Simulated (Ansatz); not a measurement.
SiC (slab)

Input

```
crystal:
  lattice:
    - [3.0751950076, 0.0, 0.0]
    - [0.0, 5.0481668526, 0.0]
    - [0.0, 0.0, 26.5405203255]
  atoms:
    - { symbol: Si, position: [0.0, 0.9953971172, 0.2825867733] }
    - { symbol: C, position: [0.0, 0.6196028828, 0.2825867733] }
    - { symbol: Si, position: [0.5, 0.4953971172, 0.316034962] }
    - { symbol: C, position: [0.5, 0.1196028828, 0.316034962] }
    - { symbol: Si, position: [0.5, 0.9953971172, 0.3829313395] }
    - { symbol: C, position: [0.5, 0.6196028828, 0.3829313395] }
    - { symbol: Si, position: [0.0, 0.4953971172, 0.4163795282] }
    - { symbol: C, position: [0.0, 0.1196028828, 0.4163795282] }
    - { symbol: Si, position: [0.0, 0.9953971172, 0.4832759056] }
    - { symbol: C, position: [0.0, 0.6196028828, 0.4832759056] }
    - { symbol: Si, position: [0.5, 0.4953971172, 0.5167240944] }
    - { symbol: C, position: [0.5, 0.1196028828, 0.5167240944] }
    - { symbol: Si, position: [0.5, 0.9953971172, 0.5836204718] }
    - { symbol: C, position: [0.5, 0.6196028828, 0.5836204718] }
    - { symbol: Si, position: [0.0, 0.4953971172, 0.6170686605] }
    - { symbol: C, position: [0.0, 0.1196028828, 0.6170686605] }
    - { symbol: Si, position: [0.0, 0.9953971172, 0.683965038] }
    - { symbol: C, position: [0.0, 0.6196028828, 0.683965038] }
    - { symbol: Si, position: [0.5, 0.4953971172, 0.7174132267] }
    - { symbol: C, position: [0.5, 0.1196028828, 0.7174132267] }
basis:
  ecutwfc: 500
kpoints:
  mp_grid: { grid: [9, 5, 1] }
hamiltonian:
  xc: r2scan
scf:
  occupations: { method: gaussian, width: 0.05 }
output:
  forces: true
  eigenvalues: true
  write_density: true
  write_potential: true
  elf: true
  volumetric_format: npy
relax:
  adjacent_minimum: "off"
  f_tol: 0.02
  max_steps: 60
efield:
  axis: 3
  dipole_correction: true
  ramp_width: 0.04
```

Run with:

```sh
ansatz run input.yaml --threads 2 --pin off --max-ram 5120MiB --backend cpu --events-out ev --progress --plain --runs-dir out
```

The fields are those of the run's last geometry, not of the input's.

All numbers below come from DFT r2SCAN, scalar-relativistic, plane waves, PAW in Ansatz 0.2.0.

What will maps of the valence pseudo-density and electron localisation function show?

Answer. Si–C (1.73 Å): ρ is about 1.1 e/Å³ halfway; the ELF peaks at about 0.90 between the atoms; localised, covalent bonding.
Si–C (1.89 Å): ρ is about 0.89 e/Å³ halfway; the ELF peaks at about 0.95 between the atoms; a shared electron pair.
Si–C (1.96 Å): the density is about 0.77 e/Å³ at the midpoint; the ELF peaks at about 0.90 between the atoms, as expected for a shared electron pair.

Does the calculation give a band gap?

Answer. It is gapped, with a Kohn–Sham gap of 1.8 eV on the k-point mesh (the band edges may lie off the mesh, which would make the gap smaller).

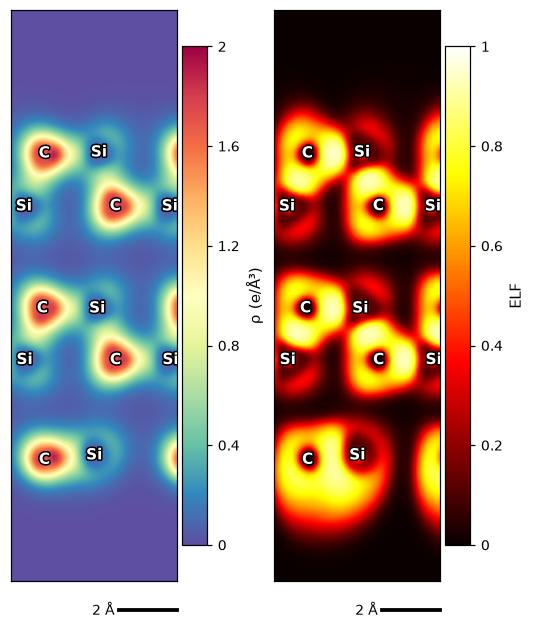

Computed valence pseudo-density and electron localisation function on the (100) plane of the calculation cell, a cut from vacuum to vacuum, in this order. 

In a PAW calculation such maps are meaningful between the atoms, not at the nuclei.
